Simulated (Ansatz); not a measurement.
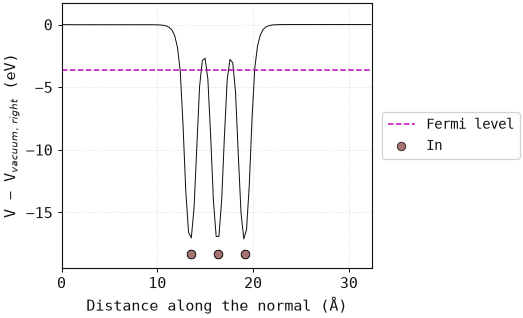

Plane-averaged electrostatic potential energy of an electron across the slab; circles at the bottom mark the heights of the atoms.

System: In (slab), 9 atoms in the cell.

Level of theory: DFT PBE+D3(BJ), scalar-relativistic, plane waves, PAW, no spin polarisation, 9×9×1 k mesh, 420 eV cutoff, Gaussian smearing of 0.1 eV; code Ansatz.

**What is the work function?**

The work function is 3.61 eV, the same on both faces. The two vacuum levels agree, so the slab has no net dipole along its normal.

**How thick are slab and vacuum?**

The outermost atoms are 5.7 Å apart, which leaves 26.8 Å of vacuum in a cell 32.4 Å high.
